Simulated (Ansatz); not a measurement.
## Ru: geometry relaxation (part 1 of 2)

Ru (2 atoms in the cell), computed with DFT PBE, scalar-relativistic, plane waves, PAW, no spin polarisation (Ansatz 0.2.0).

The structure derives from an entry of the Crystallography Open Database. Figures and captions count atoms from 1; the log counts them from 0 in places.

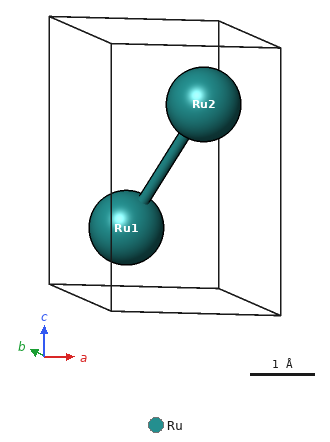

*The starting structure (ball-and-stick view of the cell of the calculation, seen slightly off an axis; atoms are numbered from 1 in the order of the input). An atom can appear more than once, as a periodic image.*

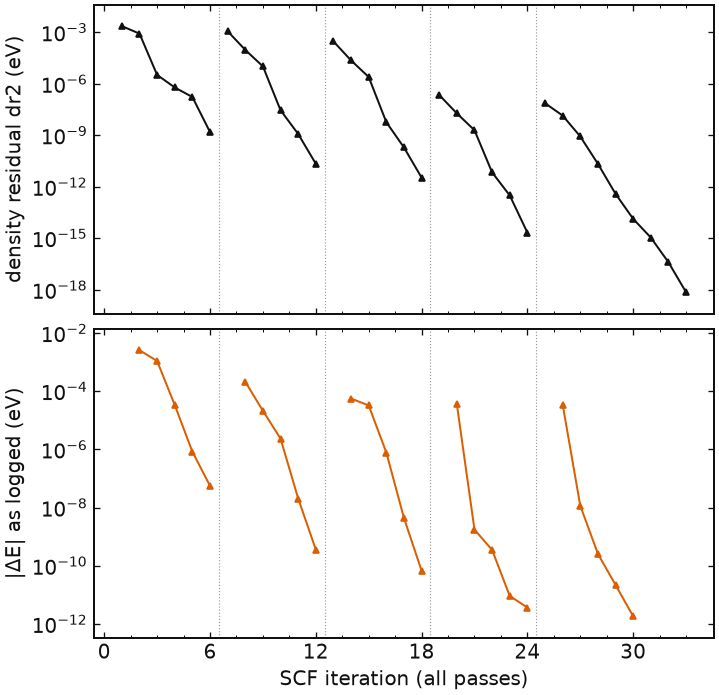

*Convergence of the self-consistent field: density residual dr2 and size of the energy change against the SCF iteration. The dotted lines part the SCF passes of the relaxation: geometry steps, rejected trials and re-solves on a re-selected basis.*

The 5 passes take 6 to 9 iterations each, 33 in all.

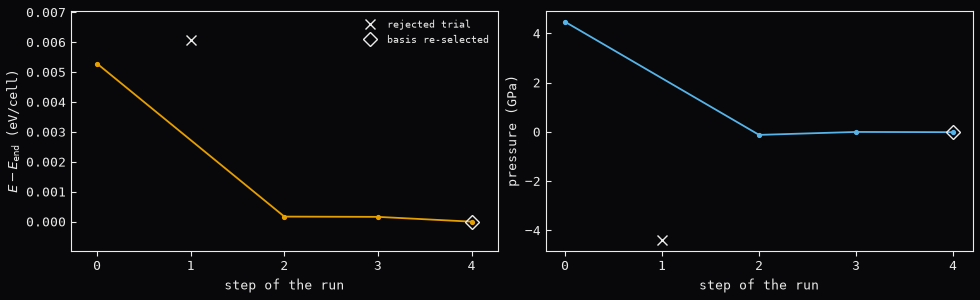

*Progress of the relaxation, step by step (the first geometry is step 0 here and step 1 in the log).*

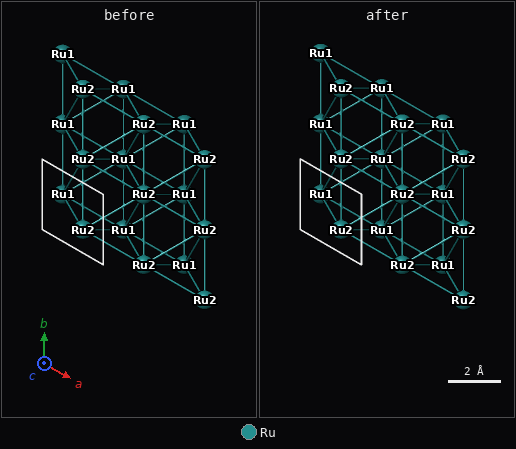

*Before (left) and after (right) the relaxation, at one scale (ball-and-stick view of the cell of the calculation, repeated 3 × 3 × 1, along the c axis).*

After 3 geometry steps the energy has fallen by 5.1 meV per cell of the calculation. All forces vanish by symmetry, so only the cell relaxes. The pressure goes from 4.47 to −0.01 GPa. The line search rejected the trial step at point 1 (counted from 0) and went back. The atoms keep their places relative to the cell (all moves are under 0.005 Å). The volume changes by +1.4 %, with a = b 2.706 → 2.720 Å (+0.5 %), c 4.282 → 4.297 Å (+0.3 %). Among the contacts that change: Ru1–Ru1 2.706 → 2.720 Å, Ru1–Ru2 2.650 → 2.661 Å. The space group stays P6_3/mmc (No. 194). A last SCF at the same geometry on a re-selected plane-wave basis shifts the energy by −0.2 meV per cell of the calculation. (Atoms are counted from 1 in the order of the input.)

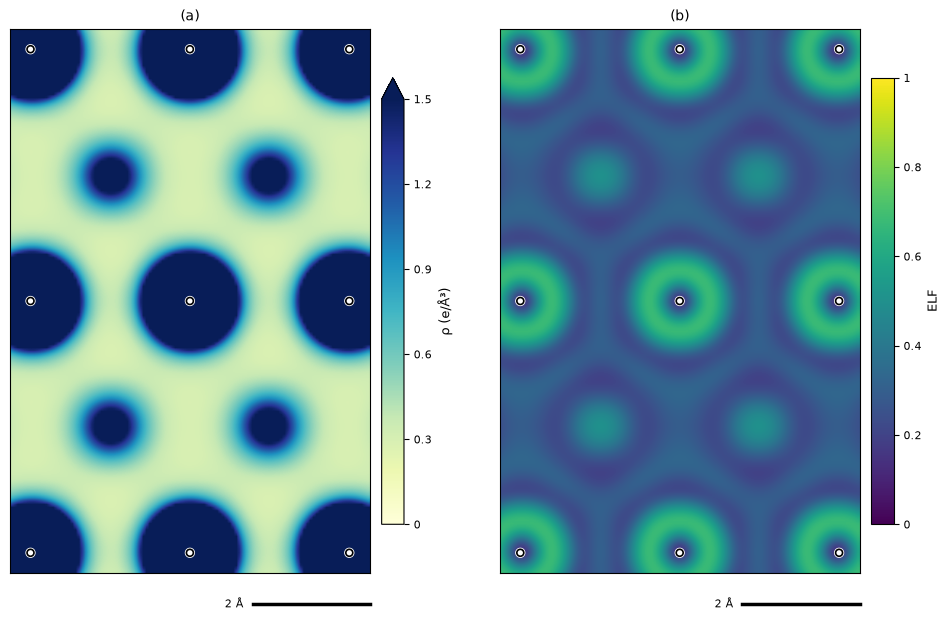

*(a) valence electron density; (b) electron localisation function on the (100) plane of the conventional cell. Circles mark the nuclei in the plane (Ru).*

Ru–Ru (2.72 Å): the density is about 0.38 e/Å³ at the midpoint; the ELF is about 0.30 at the midpoint; no shared electron pair. Away from the nuclei the density in this plane falls to 0.28 e/Å³ at its lowest. The strong features right at Ru lie inside the PAW spheres (semicore, d or f shells) and say nothing about bonding. In a PAW calculation such maps are meaningful between the atoms, not at the nuclei.

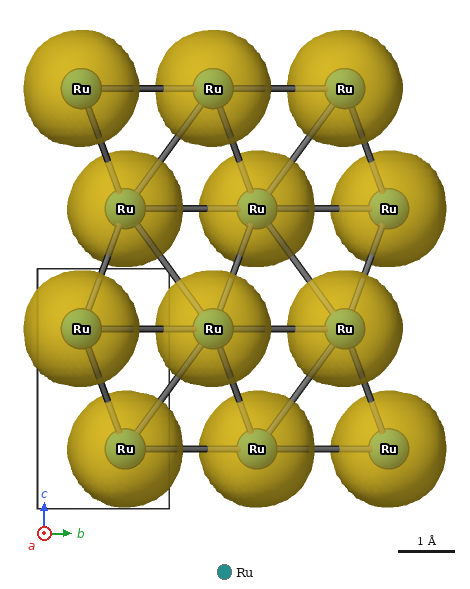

*Isosurface of the valence electron density at 0.6 e/Å³ (yellow), seen along the a axis. Sticks mark near contacts. The outline is the cell set on symmetry axes.*

At this value the density breaks into separate islands; it holds about 80 % of the electrons treated as valence (semicore included). It is pinched off along the Ru–Ru (2.66 Å) and Ru–Ru (2.72 Å) contacts. On the grid the lowest density along these lines, outside the cores, is 0.42 e/Å³ (Ru–Ru, 2.66 Å) and 0.38 e/Å³ (Ru–Ru, 2.72 Å).

The input and output of the run follow.

The input
```yaml
crystal:
  lattice:
    - [2.7057993342, 0.0, 0.0]
    - [-1.3528996671, 2.343290961, 0.0]
    - [0.0, 0.0, 4.2819]
  atoms:
    - { symbol: Ru, position: [0.3333333333, 0.6666666667, 0.25] }
    - { symbol: Ru, position: [0.6666666667, 0.3333333333, 0.75] }
basis:
  ecutwfc: 420
kpoints:
  mp_grid: { grid: [18, 18, 10] }
hamiltonian:
  xc: pbe
scf:
  occupations: { method: gaussian, width: 0.1 }
output:
  forces: true
  stress: true
  eigenvalues: true
  write_density: true
  write_potential: true
  elf: true
  volumetric_format: npy
relax:
  adjacent_minimum: "off"
  f_tol: 0.005
  max_steps: 80
  cell: { stress_tol: 0.05 }
```

Command:
```bash
ansatz run input.yaml --threads 8 --pin off --max-ram 20480MiB --backend cpu --events-out ev --progress --plain --runs-dir out
```

What the program printed
```
Engine: ansatz 0.2.0, aarch64-unknown-linux-gnu
Pseudopotentials: kind: paw
Pseudopotential: Ru, paw, valence charge 16, recommended cutoff 420 eV (normal), Ru.paw.azcp
Functional definition: PBE
  parameter kappa = 0.804
  parameter beta = 0.06672455060314922
  exchange = pbe_x(kappa = kappa, mu = beta*pi^2/3)
  correlation = pbe_c(beta = beta)
Crystal: 2 atoms, lattice volume = 27.149 Å³
Basis set: ecut = 420 eV, 537 PW (Γ), exchange–correlation on 40×40×60 points (8 copies of the dense FFT grid, shifted against one another)
Bands: 20, of which v1, the nominal top of the filled ones, is band 16 counted from 1 (15 counted from 0)
Symmetry: 24 space group operations
Space group: P63/mmc (ITA 194), of the structure as read, at distance tolerance 3.0e-5 Å
k-points: 222 of 3240
Non-local potential: Ru, projectors of the file, l = 0: 3, l = 1: 2, l = 2: 2, l = 3: 1
PAW form: soft (Blöchl's): semilocal exchange-correlation on the pseudo side does not see the compensation charge
PAW one-centre angular grid: Ru, 590 points (default); XC on 64 Gauss nodes
Initial density: superposition of atomic densities (neutral atoms: chi_scale 0, normalization atom), corrected by the library's trained network
Initial wavefunctions: pseudopotential atomic-orbital guess
Functional: x = pbe(κ = 0.804, μ = 0.2195149727645171), c = pbe(β = 0.06672455060314922)
SCF iter   1: F=—  HF=-11757.371435 eV  |F-HF|=—  |Δ(HF+E_count)|=         —  Δρ=6.53e-3  dr2=2.26e-3  ethr=1.77e-3  ⟨swp⟩=5.0  Hψ=17144  notcnv=0
preconditioner: auto → none  [metal: Δε(μ)=0.004 eV  Ē_g=5.837 eV  σ=0.100 eV  W_gap=0.02  n_scr=8 (ndim 8)  ℏωp=28.5 eV  f_vac=0.000  D(μ)=1.82/eV (n_scr^D=22)  sad-step TF]
SCF iter   2: F=—  HF=-11757.373993 eV  |F-HF|=—  |Δ(HF+E_count)|=   2.56e-3  Δρ=3.85e-3  dr2=8.27e-4  ethr=7.08e-6  ⟨swp⟩=2.0  Hψ=9690  notcnv=0
SCF iter   3: F=—  HF=-11757.375086 eV  |F-HF|=—  |Δ(HF+E_count)|=   1.09e-3  Δρ=2.69e-4  dr2=3.25e-6  ethr=2.59e-6  ⟨swp⟩=2.1  Hψ=6030  notcnv=0
SCF iter   4: F=—  HF=-11757.375053 eV  |F-HF|=—  |Δ(HF+E_count)|=   3.32e-5  Δρ=1.08e-4  dr2=6.03e-7  ethr=1.02e-8  ⟨swp⟩=2.0  Hψ=7974  notcnv=0
SCF iter   5: F=—  HF=-11757.375054 eV  |F-HF|=—  |Δ(HF+E_count)|=   8.30e-7  Δρ=2.94e-5  dr2=1.68e-7  ethr=1.89e-9  ⟨swp⟩=2.0  Hψ=7959  notcnv=0
SCF iter   6: F=-11757.375054 eV  HF=-11757.375054 eV  |F-HF|=2.96e-10  |Δ(HF+E_count)|=   5.56e-8  Δρ=3.15e-6  dr2=1.52e-9  ethr=3.13e-10  ⟨swp⟩=8.3  Hψ=26081  notcnv=0
the search or the solves at the SCF's close seem to have found levels that the self-consistency loop had missed (the run counts 1). By its estimate they hold under 1e-12 electrons; where the run keeps them, the occupations were computed again with them
SCF 1 converged in 6 iterations: F = -11757.375054 eV  dr2 = 1.52e-9
  greatest PAW one-centre occupation: 0.998 electrons in one spin orbital (limit 2), on the Ru atom at site 1 (counted from 0), in its partial waves of l = 0
relax step   1: F+E_penalty+E_count = -11757.37505390 eV  Δ(F+E_penalty+E_count) = +0.000e0 eV  max|allowed force component| = 3.701e-17 eV/Å  Δτ_max = 0.0000 Å  P = +4.471 GPa  Ω = 27.149 Å³  (6 SCF iters, dr2 threshold 1.00e-7 eV, accepted)
Crystal: 2 atoms, lattice volume = 27.938 Å³
Initial density: handed on by an earlier stage of this run
Initial wavefunctions: those handed on with the density
iter 1 solved again at ethr=3.14e-6 eV; its pass at ethr=3.10e-3 eV (dr2=1.00e-3 eV) is discarded
SCF iter   1: F=—  HF=-11757.374492 eV  |F-HF|=—  |Δ(HF+E_count)|=         —  Δρ=2.24e-3  dr2=1.14e-3  ethr=3.14e-6  ⟨swp⟩=2.4  Hψ=24393  notcnv=0
preconditioner: auto → none  [metal: Δε(μ)=0.018 eV  Ē_g=5.619 eV  σ=0.100 eV  W_gap=0.10  n_scr=8 (ndim 8)  ℏωp=28.1 eV  f_vac=0.000  D(μ)=1.91/eV (n_scr^D=22)]
SCF iter   2: F=—  HF=-11757.374282 eV  |F-HF|=—  |Δ(HF+E_count)|=   2.10e-4  Δρ=9.46e-4  dr2=9.31e-5  ethr=3.14e-6  ⟨swp⟩=2.0  Hψ=6140  notcnv=0
SCF iter   3: F=—  HF=-11757.374261 eV  |F-HF|=—  |Δ(HF+E_count)|=   2.11e-5  Δρ=2.87e-4  dr2=1.02e-5  ethr=2.91e-7  ⟨swp⟩=1.2  Hψ=4739  notcnv=0
iter 4 did not close the SCF: its close was put off for the readings that it lacked (scf_convergence_deferred on its scf_iter line)
SCF iter   4: F=-11757.374263 eV  HF=-11757.374263 eV  |F-HF|=1.74e-8  |Δ(HF+E_count)|=   2.33e-6  Δρ=2.20e-5  dr2=2.85e-8  ethr=3.18e-8  ⟨swp⟩=2.5  Hψ=7709  notcnv=0
iter 5 did not close the SCF: its close was put off for the readings that it lacked (scf_convergence_deferred on its scf_iter line)
SCF iter   5: F=-11757.374263 eV  HF=-11757.374263 eV  |F-HF|=9.50e-10  |Δ(HF+E_count)|=   2.04e-8  Δρ=2.83e-6  dr2=1.18e-9  ethr=8.91e-11  ⟨swp⟩=2.0  Hψ=7205  notcnv=0
SCF iter   6: F=-11757.374263 eV  HF=-11757.374263 eV  |F-HF|=1.82e-12  |Δ(HF+E_count)|=  3.58e-10  Δρ=6.19e-7  dr2=2.17e-11  ethr=3.69e-12  ⟨swp⟩=4.1  Hψ=23073  notcnv=0
SCF 2 converged in 6 iterations: F = -11757.374263 eV  dr2 = 2.17e-11
relax step   2: F+E_penalty+E_count = -11757.37426308 eV  Δ(F+E_penalty+E_count) = +7.908e-4 eV  max|allowed force component| = 7.401e-17 eV/Å  Δτ_max = 0.0000 Å  P = -4.386 GPa  Ω = 27.938 Å³  energy of the carried Pulay correction = -3.542e-4 eV  (6 SCF iters, dr2 threshold 2.00e-7 eV, rejected (line search))
Crystal: 2 atoms, lattice volume = 27.542 Å³
iter 1 solved again at ethr=1.03e-6 eV; its pass at ethr=3.10e-3 eV (dr2=3.29e-4 eV) is discarded
```
